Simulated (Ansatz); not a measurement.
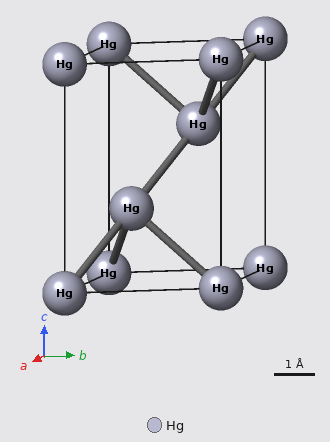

Fig. 1: The structure (ball-and-stick view of the cell 3 times as large as that of the calculation, set on its symmetry axes, seen slightly off an axis).

Band-structure calculation of Hg

- system: Hg (R-3m, 1 atom in the cell)
- method: DFT PBE, spin-orbit coupling, plane waves, PAW (Ansatz 0.2.0)

### Output
```
scf.n_extra_bands = 20 over 20 filled bands (N_el = 20.0): the run solves 40 bands
Engine: ansatz 0.2.0, aarch64-unknown-linux-gnu
Pseudopotentials: kind: paw_fr
Pseudopotential: Hg, paw_fr, valence charge 20, recommended cutoff 420 eV (normal), Hg.paw.azcp#standard-fr
Functional definition: PBE
  parameter kappa = 0.804
  parameter beta = 0.06672455060314922
  exchange = pbe_x(kappa = kappa, mu = beta*pi^2/3)
  correlation = pbe_c(beta = beta)
non-collinear run that drives no moment, with spin-orbit: no starting moment large enough to seed its density (crystal.atoms[].spin), no starting occupations that ask for one, no magnetisation constraint and no magnetic field, so the semilocal B_xc is pinned to zero
Crystal: 1 atoms, lattice volume = 27.785 Å³
Basis set: ecut = 600 eV, 913 PW (Γ), exchange–correlation on 60×60×60 points (8 copies of the dense FFT grid, shifted against one another)
Bands: 40, of which v1, the nominal top of the filled ones, is band 20 counted from 1 (19 counted from 0)
Symmetry: 12 space group operations + 12 with time reversal
Magnetic group: BNS 166.98 (UNI 1328), of the structure as read, at distance tolerance 3.0e-5 Å
k-points: 288 of 2744
Projection manifold: j_resolved (fully-relativistic pseudo-atomic orbitals)
Non-local potential: Hg, projectors of the file, l = 0: 3, l = 1: 4, l = 2: 4, l = 3: 2
PAW form: soft (Blöchl's): semilocal exchange-correlation on the pseudo side does not see the compensation charge
PAW one-centre angular grid: Hg, 590 points (default); XC on 64 Gauss nodes
Initial density: read from a saved state, or passed on in memory by an earlier SCF of this step, an earlier step, the calling program or the single point that the run made first
Initial wavefunctions: pseudopotential atomic-orbital guess
Functional: x = pbe(κ = 0.804, μ = 0.2195149727645171), c = pbe(β = 0.06672455060314922)
iter 1 solved again at ethr=3.57e-9 eV; its pass at ethr=3.10e-3 eV (dr2=7.15e-7 eV) is discarded
SCF iter   1: F=—  HF=-13854.046329 eV  |F-HF|=—  |Δ(HF+E_count)|=         —  Δρ=2.10e-7  dr2=6.39e-12  dr2_m=0.00e0 (ungated)  ethr=3.57e-9  |M|=0.00e0 ∫|m|=0.00e0 μB  |m|>n=0.0e0 m-floor=0.0e0 τ_xc=0.0e0  β_m=0.30  ⟨swp⟩=5.1  Hψ=45732  notcnv=0  defer=4
eigensolver tolerance schedule: the retry pair's looser diagonalisation over-reported the residual by 111853.93 of it (diagonalisation noise at 0.15 of the residual, at the tolerance the schedule requests for it); recorded, not acted on — ethr = c·dr2/N_el stays at c = 1.0e-1
preconditioner: auto → none  [insulator: Δε(μ)=0.104 eV  Ē_g=21.562 eV  σ=0.050 eV  W_gap=0.52  n_scr=6 (ndim 8)  ℏωp=24.4 eV  f_vac=0.047  D(μ)=0.36/eV (n_scr^D=0)  ε∞_Penn≈2.3]
SCF iter   2: F=-13854.046329 eV  HF=-13854.046329 eV  |F-HF|=1.46e-11  |Δ(HF+E_count)|=   1.61e-7  Δρ=1.31e-7  dr2=1.57e-12  dr2_m=0.00e0 (ungated)  ethr=1.00e-12  |M|=0.00e0 ∫|m|=0.00e0 μB  |m|>n=0.0e0 m-floor=0.0e0 τ_xc=0.0e0  ⟨swp⟩=6.4  Hψ=20813  notcnv=0
SCF 1 converged in 2 iterations: F = -13854.046329 eV  dr2 = 1.57e-12
  greatest PAW one-centre occupation: 1.000 electrons in one spin orbital (limit 2), on the Hg atom at site 0 (counted from 0), in its partial waves of l = 0
NSCF: frozen V_eff on 73 k-points
NSCF: frozen V_eff on 891 k-points
SCF converged after 2 iterations
Magnetization: |M| = 0.0000 μB,  M = (+0.0000, +0.0000, +0.0000) μB
Absolute magnetization: 0.0000 μB (∫|m|)
  site 0: m = (+0.0000, +0.0000, +0.0000) μB, |m| = 0.0000 μB  (R = 1.26 Å)
Free energy (F): -13854.046329 eV
Harris-Foulkes:  -13854.046329 eV  (|F-HF|=1.46e-11)
Internal energy: -13854.045879 eV  (E = F + TS)
E sigma→0 (E₀):  -13854.046104 eV
Entropy (-TS):   -0.000450 eV (-0.450 meV/atom)
Fermi energy:    11.949617 eV
--- Per-component energies (eV) ---
  E_band       = -449.937768
  E_kinetic    = 604.693343
  E_local      = -2821.132134  (includes V_loc(G=0)·N_el)
  E_nonlocal   = 56.716874
  E_hartree    = 1204.092974
  E_xc         = -220.933997
  E_vxc        = -262.922885  (∫ρ·V_xc dr)
  E_paw        = -9974.642080  (= ΣΔE_a)
  E_vpaw       = -435.479012  (= ΣTr[D̂ρ^β])
  E_aug_tail   = 0.000058  (compensation charges beyond the density's cutoff)
  E_ewald      = -2702.840918
  E_smearing   = -0.000450  (= −TS)
  E_closure    = 0.000000  (closes the sum)
  Σ components = -13854.046329   (vs F -13854.046329, Δ=0.00e0)
--- Forces (eV/Å), atoms counted from 1 ---
  atom   1  Hg     0.00000000     0.00000000    -0.00000000
  max |Σ_I F_I| component: 5.26e-31 eV/Å
--- Stress (GPa, compression-positive) ---
       -0.019785       0.000000       0.000000
        0.000000      -0.019785       0.000000
        0.000000       0.000000       0.046681
  P = ⅓ Tr σ = 0.0024 GPa (0.024 kbar)
--- Band table (eV; the first three rows and the last of 288) ---
  k-point 0: bands = ["-102.5709", "-102.5709", "-64.6362", "-64.6362", "-46.3472", "-46.3472", "-46.3454", "-46.3454", "3.7391", "3.7391", "3.7863", "3.7863", "3.8856", "3.8856", "6.0133", "6.0133", "6.0779", "6.0779", "6.8315", "6.8315", "20.5225", "20.5225", "22.3973", "22.3973", "22.4294", "22.4294", "25.5019", "25.5019", "27.1932", "27.1932", "27.2858", "27.2858", "32.5115", "32.5115", "32.7573", "32.7573", "36.6103", "36.6103", "37.3266", "37.3266"]
  k-point 1: bands = ["-102.5709", "-102.5709", "-64.6364", "-64.6364", "-46.3485", "-46.3485", "-46.3457", "-46.3457", "3.7557", "3.7557", "3.8040", "3.8040", "3.9867", "3.9867", "6.0036", "6.0036", "6.0695", "6.0695", "6.8114", "6.8114", "20.1830", "20.1830", "21.8577", "21.8577", "22.5320", "22.5320", "25.9429", "25.9429", "27.1800", "27.1800", "27.9372", "27.9372", "32.4001", "32.4001", "32.6967", "32.6967", "36.3646", "36.3646", "36.4830", "36.4830"]
  k-point 2: bands = ["-102.5707", "-102.5707", "-64.6370", "-64.6370", "-46.3533", "-46.3533", "-46.3454", "-46.3454", "3.7758", "3.7758", "3.8392", "3.8392", "4.3227", "4.3227", "5.9813", "5.9813", "6.0505", "6.0505", "6.7593", "6.7593", "18.7632", "18.7632", "21.7464", "21.7464", "22.8746", "22.8746", "26.2815", "26.2815", "27.0256", "27.0256", "29.8145", "29.8145", "32.0179", "32.0179", "32.5206", "32.5206", "35.0582", "35.0582", "36.1300", "36.1300"]
  k-point 287: bands = ["-102.5679", "-102.5679", "-64.6497", "-64.6497", "-46.4003", "-46.4003", "-46.3855", "-46.3855", "3.9513", "3.9513", "4.0228", "4.0228", "5.3124", "5.3124", "6.8801", "6.8801", "6.9990", "6.9990", "14.3918", "14.3918", "15.7397", "15.7397", "17.1351", "17.1351", "18.2471", "18.2471", "20.9430", "20.9430", "22.4482", "22.4482", "23.7779", "23.7779", "24.1284", "24.1284", "39.4978", "39.4978", "39.7382", "39.7382", "43.6187", "43.6187"]
--- Löwdin populations: 1 site ---
  site symbol       q [e]
     0     Hg     19.7137
  spilling = 0.014313 (of n_electrons = 20.000000)
```

### File populations.tsv
```
# site	symbol	l	j	q
# orbitals = lowdin
# n_electrons = 20.000000
# spilling = 0.014313
0	Hg	0_5S	0.5	1.999082
0	Hg	0_6S	0.5	1.744625
0	Hg	1_5P	0.5	1.999926
0	Hg	1_5P	1.5	3.999787
0	Hg	2_5D	1.5	3.993052
0	Hg	2_5D	2.5	5.977273
```

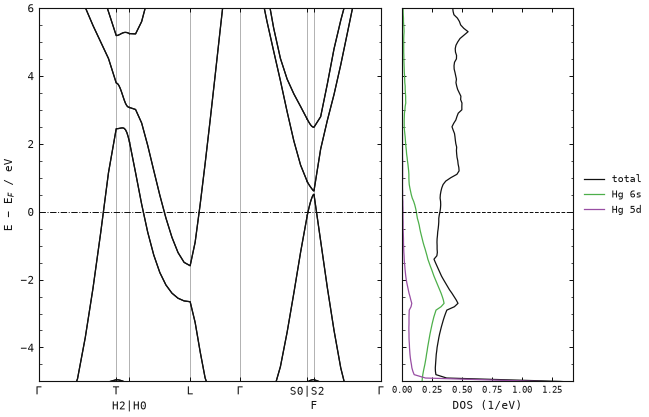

Fig. 2: Band structure along Γ–T–H2|H0–L–Γ–S0|S2–F–Γ and density of states (projected on Löwdin-orthogonalised atomic shells), with energies from the Fermi level. Bands cross the Fermi level: a metal at this level of theory.

This output came from the following input.

### The input
```yaml
crystal:
  lattice:
    - [2.0325949734, 1.1735192551, 1.9413897623]
    - [-2.0325949734, 1.1735192551, 1.9413897623]
    - [0.0, -2.34703851, 1.9413897624]
  atoms:
    - { symbol: Hg, position: [0.0, 0.0, 0.0] }
basis:
  ecutwfc: 600
  ecutrho_ratio: 5
kpoints:
  mp_grid: { grid: [14, 14, 14] }
  band_path:
    path:
      - [[0.0, 0.0, 0.0], [0.5, 0.5, 0.5], [0.58974095, 0.41025905, 0.5]]
      - [[0.5, -0.41025905, 0.41025905], [0.5, 0.0, 0.0], [0.0, 0.0, 0.0], [0.45512953, -0.45512953, 0.0]]
      - [[0.54487047, 0.0, 0.45512953], [0.5, 0.0, 0.5], [0.0, 0.0, 0.0]]
    npoints: 10
hamiltonian:
  xc: pbe
scf:
  occupations: { method: gaussian, width: 0.05 }
  n_extra_bands: 20
output:
  forces: true
  stress: true
  eigenvalues: true
  populations: true
  dos: { projected: true, de: 0.02, nscf_kmesh: { grid: [21, 21, 21] } }
  bader: false
magnetization:
  noncollinear: true
  spin_orbit: true
checkpoint:
  read: start.run
  write: ck
  compress: false
  write_wavefunctions: false
  write_every: 100000
```

### Key numbers

| quantity | value |
| --- | --- |
| outcome | converged |
| space group (tolerance 0.01 Å) | R-3m (166) |
| electrons treated | 20 |
| free energy | −13854.0463 eV |
| Fermi energy | 11.950 eV |
| gap on the k-point mesh | none (metallic) |
| net moment of the cell | 0.00 μB |
| integrated absolute moment | 0.00 μB |
| pressure | 0.00 GPa |
| largest force (length of the vector) | under 0.001 eV/Å |
| hardware | 8 threads of an Arm (aarch64) CPU, shared host |
| wall time | 47 s (CPU time 6.1 min) |
| peak memory | 1.9 GiB |
